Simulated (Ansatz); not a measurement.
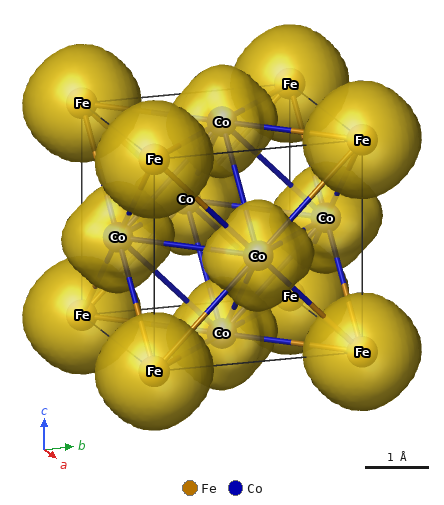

Figure 1: FeCo₃. Isosurfaces of the spin density (up minus down) at +0.1 (yellow) and −0.1 e/Å³ (cyan), seen slightly off an axis. Sticks mark near contacts.

Space group Pm-3m; a structure from a database of computed crystals, not necessarily the ambient phase; spin-polarised.

Theory: Ansatz 0.2.0, DFT r2SCAN, scalar-relativistic, plane waves, PAW.

In a PAW calculation such maps are meaningful between the atoms, not at the nuclei.

Which atoms carry the moments, and with what signs?

The spin density sits on Fe: +2.9 μB; Co: +1.9 μB (×3) in one cell of 4 atoms: parallel moments (a ferromagnetic arrangement) in this solution. The cell of the calculation (4 atoms) carries 8.2 μB of net spin moment. Only one sign reaches the isovalue.
